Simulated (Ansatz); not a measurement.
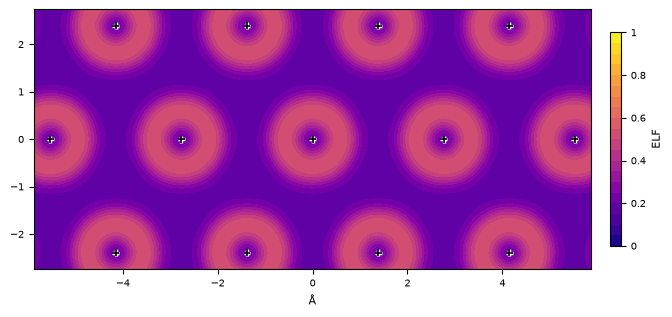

The ELF on a plane through atoms (crosses mark nuclei in the plane).

The calculation used DFT r2SCAN, scalar-relativistic, plane waves, PAW (Ansatz 0.2.0).

Candidates:
A. Pd, a = 3.91 Å, b = 3.91 Å, c = 3.91 Å, α = 90.00°, β = 90.00°, γ = 90.00°. Space group Fm-3m; a structure from a database of computed crystals, not necessarily the ambient phase.
B. TiO, a = 2.62 Å, b = 2.62 Å, c = 2.62 Å, α = 90.00°, β = 90.00°, γ = 90.00°. Space group Pm-3m; started from the caesium chloride_221 prototype, which need not be the ambient phase; computed without spin polarisation.

Which system is this?

Answer. Candidate A: Pd on the (111) plane of the conventional cell, which holds Pd. Pd–Pd (2.76 Å): the ELF is about 0.20 at the midpoint: no shared electron pair shows on this line.
